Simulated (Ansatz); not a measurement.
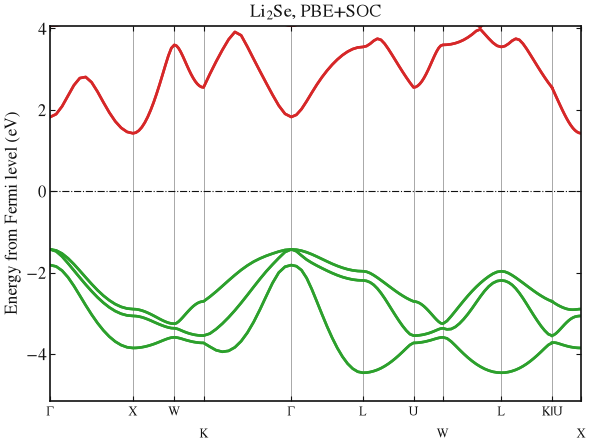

Band structure. Energies are counted from the Fermi level.

Question: What lattice type does the k path imply?

Answer: A face-centred cubic lattice: the path Γ–X–W–K–Γ–L–U–W–L–K|U–X runs through the special points of its Brillouin zone.

System: antifluorite-type Li2Se, space group Fm-3m (No. 225), 3 atoms in the primitive cell; cubic a = 6.005 Å.

Ansatz 0.2.0; PBE, Ansatz PAW, spin-orbit coupling, no magnetisation, 8×8×8 k mesh, 420 eV cutoff.

Question: Read off the fundamental gap and say whether it is direct.

Answer: A semiconductor. The gap along this path is 2.85 eV and indirect, from the valence-band top at Γ to the conduction-band bottom at X; the smallest direct gap is 3.25 eV, at Γ.

Question: How far under the valence-band top at Γ does the next level lie, and what are the degeneracies?

Answer: The valence-band top at Γ is fourfold; a twofold level follows 0.39 eV lower.

Question: What are the direct gaps at Γ, W and X?

Answer: The direct gaps are 3.25 eV at Γ, 6.86 eV at W and 4.32 eV at X.

Question: How much do the top valence band and the lowest conduction band disperse along the path?

Answer: The top valence band spans 1.8 eV and the lowest conduction band 2.6 eV.

LDA, GGA and most meta-GGA functionals understate gaps.
